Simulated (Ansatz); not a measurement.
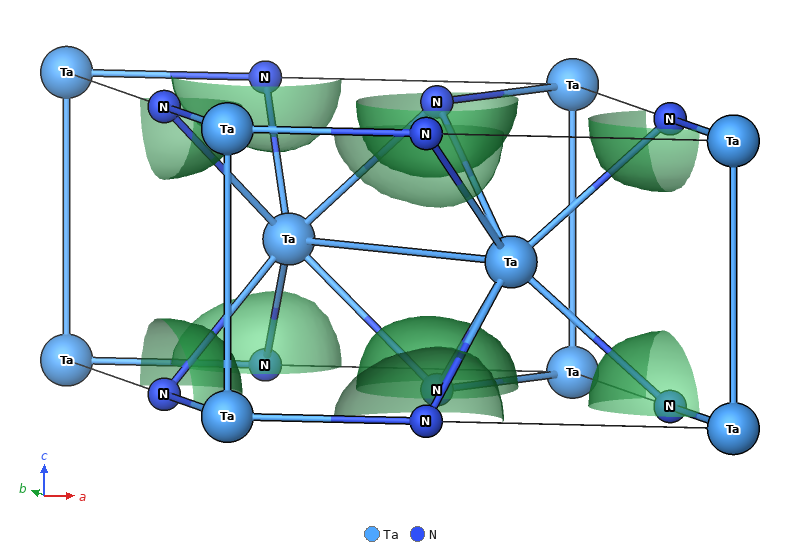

*TaN. Density of the Kohn–Sham states from −6.4 to −3.2 eV about the Fermi level (the middle third of the occupied valence band), scaled to one electron a cell: green surface at 0.03 1/Å³, in the conventional cell seen slightly off an axis.*

Space group P-62m; the calculation finds a residual pressure of about 5 GPa at this fixed cell. Spin-orbit coupling, left out here, splits and shifts the levels of such heavy elements, by tenths of an eV up to several eV.

Theory: DFT PBE, scalar-relativistic, plane waves, PAW in Ansatz.

Core electrons are frozen (PAW), so the fields are smoothed inside the atomic spheres.

Q: What is the character of these states?

A: Projected on a minimal set of atomic orbitals (Löwdin), they are N 2p (65 %) and Ta 5d (30 %).
In space (atomic cells sized by Bader volumes) the density divides as N about 65 % and Ta about 35 %.

The run took 2.4 s on 2 threads of Intel(R) Xeon(R) 6975P-C (Granite Rapids), with other jobs on the host, peak memory 0.41 GiB.
